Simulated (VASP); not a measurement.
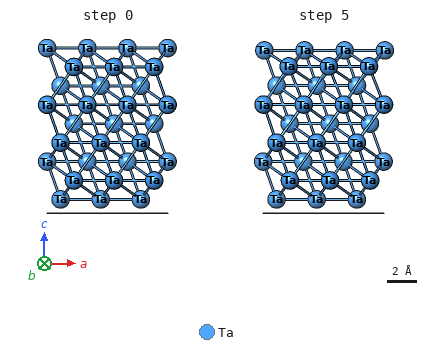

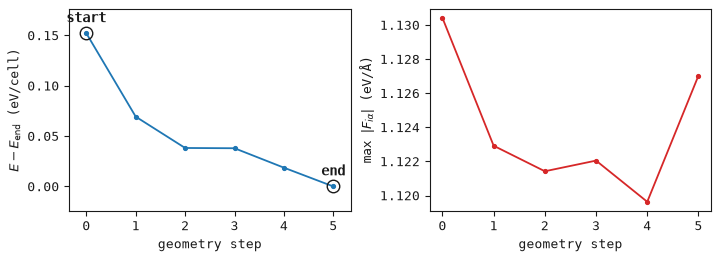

First and last geometry of a relaxation of a slab of composition Ta, with the history of the run. The picture is a ball-and-stick view of the 3 × 1 repeat of the cell, outlined in the plane, without the vacuum, seen along the b axis.

The run lets the atoms move in a fixed cell. 4 atoms are held fixed.

Method: Kohn-Sham DFT of a periodic cell, PBE with D3(BJ), VASP PAW PBE potentials, recommended in VASP 6.6.1.

The input:
```
  ALGO = Normal
  DIPOL = 0.5 0.5 0.500
  EDIFF = 1E-6
  EDIFFG = -0.01
  ENCUT = 520
  GGA = PE
  IBRION = 2
  IDIPOL = 3
  ISIF = 2
  ISMEAR = 0
  IVDW = 12
  LASPH = True
  LCHARG = False
  LDIPOL = True
  LREAL = False
  LWAVE = False
  NELM = 80
  NSW = 60
  PREC = Accurate
  SIGMA = 0.05
```

Command:
```bash
cat potpaw_PBE.64/Ta_pv/POTCAR > POTCAR
mpirun -np 1 vasp_std > vasp.out
```

Q: Read the history and describe the run.

A: The run was cut off at its time limit before the relaxation converged, so the last structure is only a point on the way. The largest move is that of a Ta atom, 0.19 Å at 27° to the normal (−c side). The cell stays as it was. Near-neighbour distances that change, for instance: Ta–Ta 2.860 → 2.655 Å, Ta–Ta 3.303 → 3.124 Å, Ta–Ta 3.303 → 3.195 Å, Ta–Ta 3.303 → 3.366 Å. Over 5 geometry steps the energy falls by 0.152 eV per cell of the calculation. The largest force component goes from 1.1 to 1.1 eV/Å.

| step | E − E(0), meV/atom | largest force component, eV/Å |
| --- | --- | --- |
| 0 | 0.00 | 1.1304 |
| 1 | -9.20 | 1.1229 |
| 2 | -12.66 | 1.1214 |
| 3 | -12.69 | 1.1220 |
| 4 | -14.83 | 1.1196 |
| 5 | -16.90 | 1.1270 |
